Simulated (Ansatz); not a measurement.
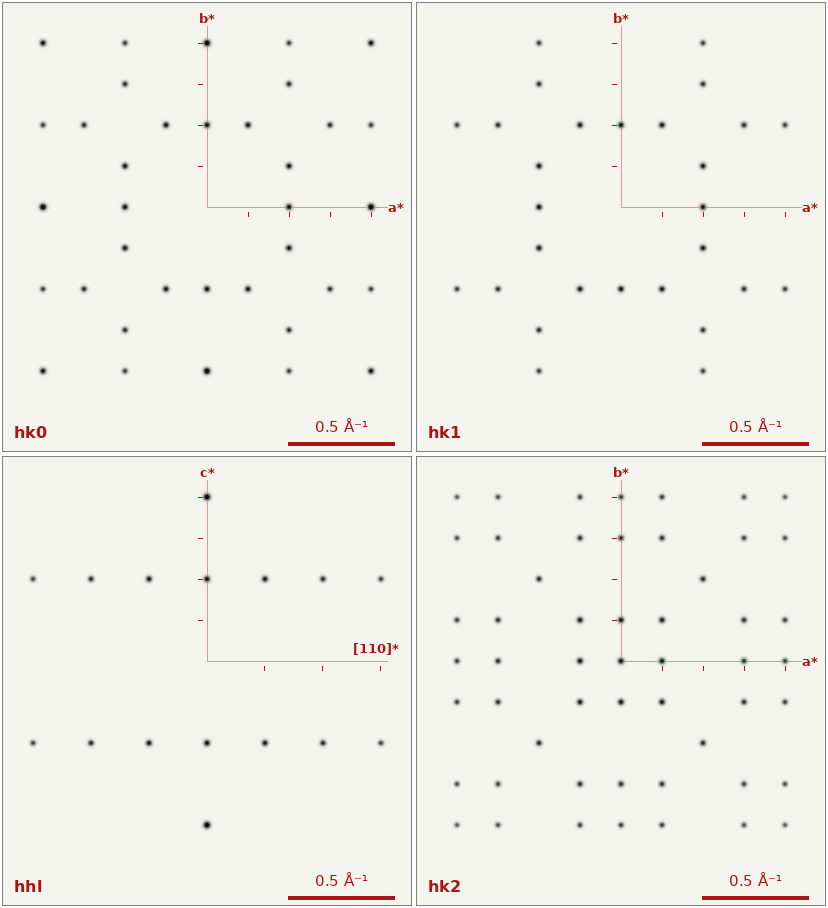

Four undistorted layers of reciprocal space, calculated for a single crystal (X-rays, kinematic |F|², B = 0.5 Å²). Tick marks count the reciprocal lattice steps of the conventional cell along each axis.

> What cell do the layers give?

a* = 0.194, b* = 0.194, c* = 0.194 Å⁻¹; the cell is cubic with a = 5.16 Å.

> Which reflection conditions do the layers show?

Reflections are present only under these conditions. hkl: no condition; hk0: no condition; hhl: l = 2n; h00: h = 2n. The lattice is primitive (P). Further gaps, such as 0 4 1, 4 0 1, 1 4 0, come from atoms on special positions, not from the group's general conditions. A few very weak reflections are below the display threshold.

> Which space groups fit?

The intensities have Laue symmetry m-3m (the hk0 layer shows 4mm, hk1 shows 4mm). With these conditions the candidates are P-43n (No. 218), Pm-3n (No. 223). Diffraction geometry alone does not choose among them; the structure has Pm-3n. The compound is Al. Structure: the end point of a relaxation with DFT, revPBE, plane waves (420 eV) with PAW, scalar-relativistic in Ansatz; the starting structure was generated, so it need not be a known form of this composition.
